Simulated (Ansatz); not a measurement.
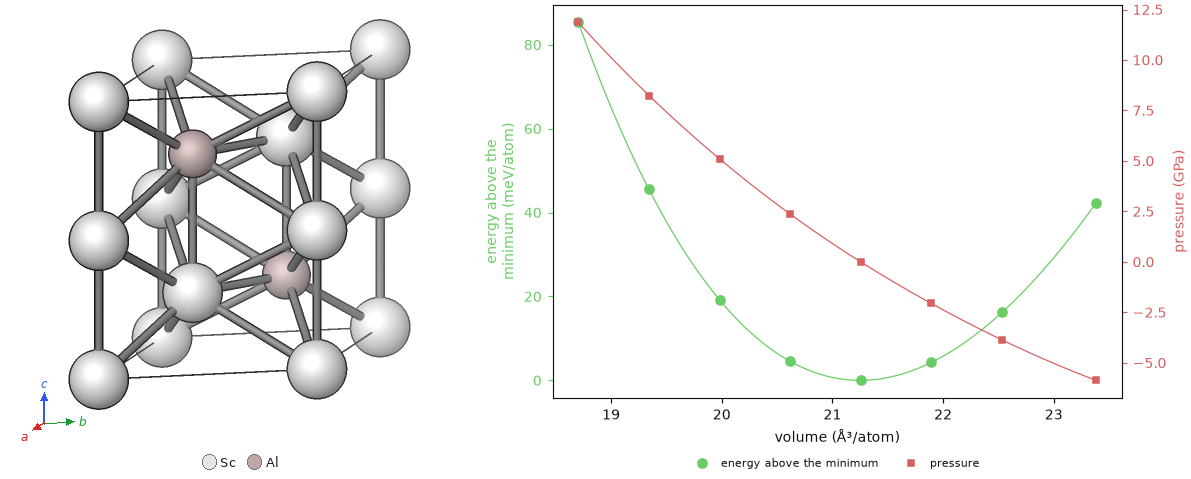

Calculation (Ansatz 0.2.0): third-order Birch-Murnaghan fit to density functional energies at scaled volumes of the given relaxed cell, shape and atoms relaxed at each volume; energies count from the fitted minimum; plane waves with PAW datasets, Γ-centred k mesh. Level: r2SCAN, no spin polarisation.

wave cutoff 500 eV; k mesh 12×12×6; occupations Gaussian; smearing width 0.1 eV.

Cell as given: a = 4.888 Å, b = 4.888 Å, c = 6.163 Å, α = 90.00°, β = 90.00°, γ = 120.00°; 6 atoms.

Figure. Energy above the minimum and pressure against volume for Sc₂Al, space group P6_3/mmc (No. 194). The conventional cell is drawn beside the plot.

A third-order Birch–Murnaghan fit gives V0 = 21.25 Å³/atom, B0 = 73.5 GPa and B′ = 3.7. The energy above the minimum is 85.3 meV/atom at volume 18.704 Å³/atom and 42.2 meV/atom at 23.381 Å³/atom; the lowest computed point is at volume 21.255 Å³/atom (0.0 meV/atom). The pressure falls from 11.86 GPa at volume 18.704 Å³/atom to −5.87 GPa at 23.381 Å³/atom, and changes sign near 21.25 Å³/atom. The solid is metallic at every point.
